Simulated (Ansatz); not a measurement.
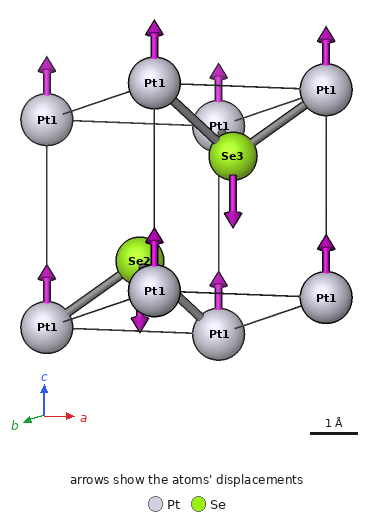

Lattice vibrations of crystalline PtSe2 relaxed at 4 GPa, space group P-3m1 (No. 164), at the zone centre. The optical levels lie at 161 (×2), 213, 219, 222 (×2) cm⁻¹. One mode is drawn. Displacements are drawn as purple arrows; their common scale and sign are arbitrary. Style: ball-and-stick. Shown: the cell of the calculation, from a free direction.

These are results of DFT PBEsol, scalar-relativistic, plane waves, PAW in Ansatz, not measurements. (plane-wave cutoff 420 eV; k-point mesh 12 × 12 × 8; occupations fermi dirac; smearing width 0.15 eV; target pressure 4 GPa; no spin polarisation)

The frequencies depend somewhat on the k-mesh and the smearing.

Which of these frequencies is the drawn mode's?

The level at 219 cm⁻¹. This is the A₂u mode, optical level 3 of 4, counted from below, infrared-active by symmetry. The Se sublattice moves against the Pt sublattice, along c; the kinetic energy is shared as Se 55 %, Pt 45 %. The crystal is a metal, so free carriers screen the infrared response.
